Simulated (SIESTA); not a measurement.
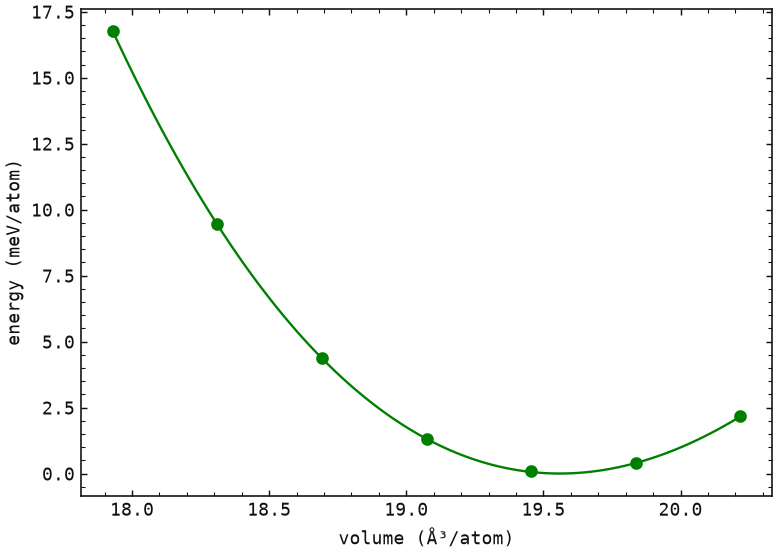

The picture above shows the energy against volume for KF, space group Fm-3m (No. 225).

Starting cell:
```
CELL_PARAMETERS angstrom
0.00000 2.67185 2.67185
2.67185 0.00000 2.67185
2.67185 2.67185 0.00000
ATOMIC_POSITIONS crystal
K 0.00000 0.00000 0.00000
F 0.50000 0.50000 0.50000
```

Calculation (SIESTA 5.4.2): DFT in numerical atomic orbitals with pseudopotentials, no spin polarisation; energies at scaled volumes of the given cell, shape and fractions fixed, counted from the fit's minimum, third-order Birch-Murnaghan fit. Level: PBE.

| setting | value |
| --- | --- |
| k mesh | 9×9×9 |
| occupations | Fermi–Dirac |
| smearing width | 0.05 eV |
| potentials | PseudoDojo 0.4 standard, converted to PSML, two zetas on semicore shells |
| program settings | basis DZP, mesh cutoff 800 Ry |

This calculation gives: equilibrium volume 19.56 Å³/atom and bulk modulus 33.3 GPa.

Now F is replaced by Cl on all its sites, which gives KCl in the same structure. The second calculation uses k mesh 7×7×7. What happens?

The equilibrium volume rises from 19.56 to 32.41 Å³/atom (+66 %) and the bulk modulus falls from 33.3 to 16.2 GPa (−51 %).

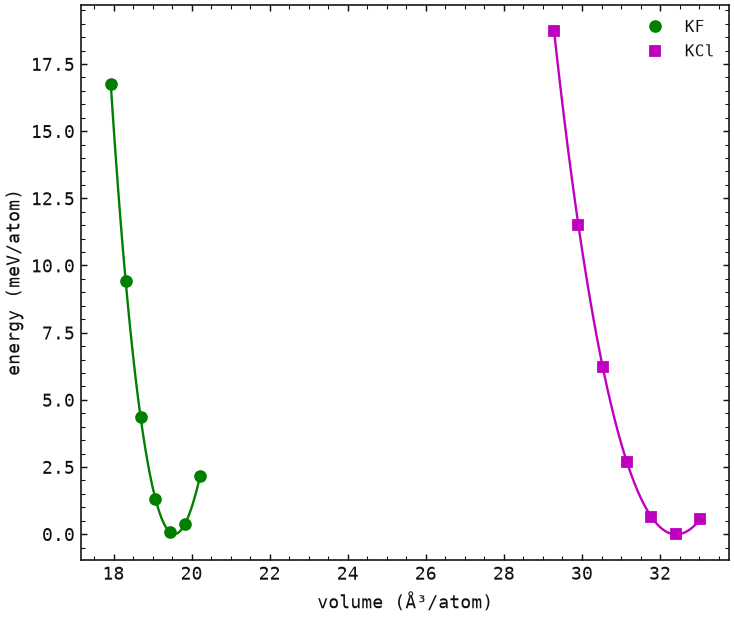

The two results together.

For both, limits of the calculation: mulliken charges of long orbitals.

V0 and the bulk modulus come from third-order Birch–Murnaghan fits.
